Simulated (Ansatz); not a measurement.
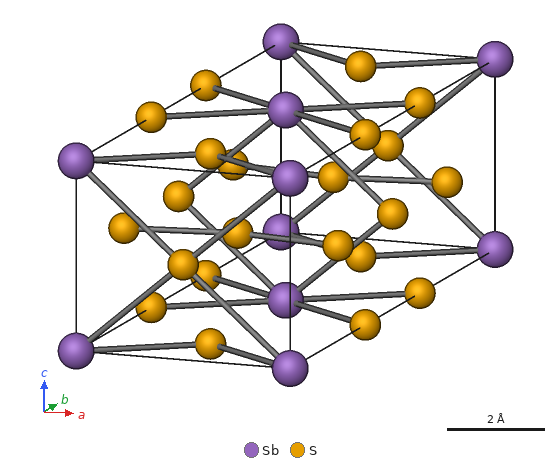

An orthographic ball-and-stick view of the structure, slightly off an axis. The frame is the conventional unit cell; atoms at its boundary are shown with their periodic copies. Cell: a = 4.73 Å, b = 12.08 Å, c = 4.03 Å, α = 90.00°, β = 90.00°, γ = 90.00°.

The model was built from a structure type filled with these elements by a generator (whether the compound takes this form wasn't checked). Earlier steps of the study, as a rule a relaxation of our own, may have changed the cell and positions, so they can lie some per cent off the listed ones. An electronic-structure calculation with Ansatz was run on it.

> What can be read from this drawing?

The structure is one of SbS5. The structure has Cmmm (No. 65) symmetry and a base-centred orthorhombic lattice. In the cell are 2 Sb, 10 S, which makes 2 formula units. The numbers of neighbours within bonding distance are Sb 8 and S 2 to 4 (mean 2.4).

Electronic-structure method: DFT PBE, scalar-relativistic, plane waves, PAW in Ansatz 0.2.0. Parameters: a cutoff energy of 420 eV, k-points about 0.18 Å⁻¹ apart, Gaussian smearing of 0.1 eV, no spin polarisation.

> Does it come out as a metal, or with a gap?

A metal: bands cross the Fermi level.

> What net charge does each kind of atom have (Bader)?

Sb +1.05 e; S -0.31 to -0.15 e.

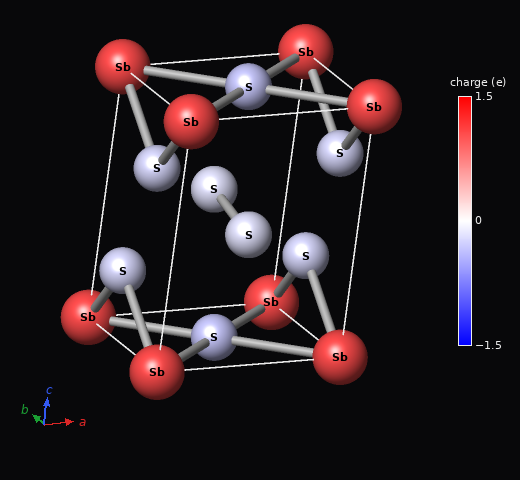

The atoms coloured by those charges. The run's cell of 6 atoms is drawn in a reduced setting, so axes and origin can differ from the first picture.

> Do the forces and the stress vanish for this geometry?

Yes. All forces vanish to within 0.01 eV/Å. The pressure is 0.0 GPa, close to zero.
